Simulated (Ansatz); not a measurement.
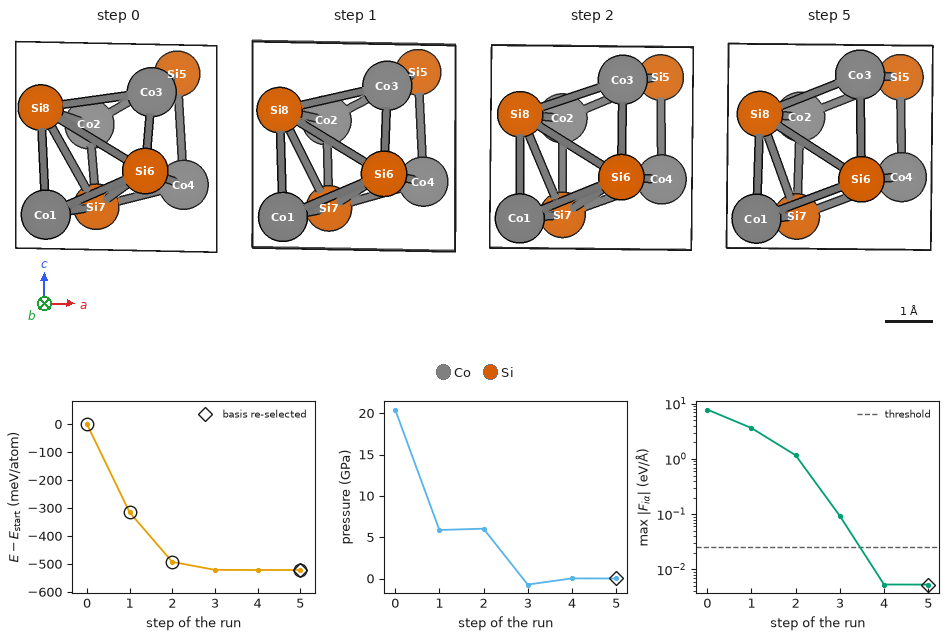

Frames of a relaxation of solid CoSi (set up in P1) (coarse preliminary run), marked on the history of the run. Style: ball-and-stick. Shown: the cell of the calculation, along the b axis.

All numbers below come from DFT PBE, scalar-relativistic, plane waves, PAW (Ansatz).

Input
```yaml
crystal:
  lattice:
    - [4.3681822986, 0.0053162221, -0.0463326567]
    - [0.0053162221, 4.5062938437, -0.0070291926]
    - [-0.0463326567, -0.0070291926, 4.4788170949]
  atoms:
    - { symbol: Co, position: [0.15008227, 0.1534407593, 0.164832184] }
    - { symbol: Co, position: [0.366842675, 0.8662577313, 0.6062029827] }
    - { symbol: Co, position: [0.6762501389, 0.3654430389, 0.7686850674] }
    - { symbol: Co, position: [0.8346340354, 0.6705195349, 0.3231213117] }
    - { symbol: Si, position: [0.8025467898, 0.8268927622, 0.8600740515] }
    - { symbol: Si, position: [0.6439002659, 0.1960596909, 0.3858774504] }
    - { symbol: Si, position: [0.4007074884, 0.6146022699, 0.2083063913] }
    - { symbol: Si, position: [0.1250363366, 0.3067842126, 0.6829005609] }
basis:
  ecutwfc: 420
kpoints:
  mp_grid: { grid: [6, 6, 6] }
hamiltonian:
  xc: pbe
scf:
  occupations: { method: gaussian, width: 0.2 }
  lower_state_search: "off"
output:
  forces: true
  stress: true
  eigenvalues: true
relax:
  adjacent_minimum: "off"
  f_tol: 0.025
  max_steps: 60
  cell: { stress_tol: 0.25 }
```

Run as
```bash
ansatz run input.yaml --threads 1 --pin off --max-ram 2560MiB --backend cpu --events-out ev --progress --plain --runs-dir out
```

> What happens along the run?

The atom that moves furthest relative to the cell is Co3 (0.41 Å roughly along [−1 0 3]). By element the largest moves are Co 0.41 Å, Si 0.39 Å. The drawn cell changes as follows: a 4.368 → 4.431 Å (+1.4 %), b 4.506 → 4.431 Å (−1.7 %), c 4.479 → 4.431 Å (−1.1 %), α 90.2° → 90.0°, β 91.2° → 90.0°, γ 89.9° → 90.0°; the volume changes by −1.3 %. Near-neighbour distances that change, for instance: Co3–Si6 1.877 → 2.433 Å, Co3–Si6 (another image) 2.877 → 2.335 Å, Co2–Si7 2.930 → 2.433 Å, Co4–Si7 1.970 → 2.432 Å. Bond angles that change, for instance: Si7–Co2–Si8 129.2° → 111.1°, Si6–Co2–Si8 154.6° → 139.4°, Si6–Co2–Si7 86.2° → 72.3°. The space group (tolerance 0.01 Å) goes from P1 (No. 1) to P2_13 (No. 198). Over 4 accepted moves (5 points after the start) the energy falls by 521 meV per atom. Largest force component: 7.8 eV/Å at the start, 0.0053 eV/Å at the end. Pressure: 20.44 GPa at the start and 0.01 GPa at the end. The SCF was repeated once at an unchanged geometry on a basis and grid sized afresh for the cell, which shifted the energy by less than 0.05 meV per atom at most. From step 0 to 1: Co3 moves most (0.14 Å), volume +0.4 %, energy −315 meV per atom. From step 1 to 2: Si7 moves most (0.20 Å), volume −3.9 %, energy −177 meV per atom. From step 2 to 5: Si6 moves most (0.10 Å), volume +2.3 %, energy −28.9 meV per atom.

```csv
step,"E − E(0), meV/atom","largest force component, eV/Å","pressure, GPa","volume, Å³/atom",note
0,0.00,7.8353,20.44,11.019,
1,-315.31,3.6310,5.87,11.061,
2,-492.58,1.1664,6.03,10.628,
3,-520.98,0.0933,-0.73,10.904,
4,-521.49,0.0053,0.02,10.874,
5,-521.44,0.0053,0.01,10.874,"same geometry, new basis"
```

Limits of the set-up: an element that often carries a moment was run without spin polarisation.
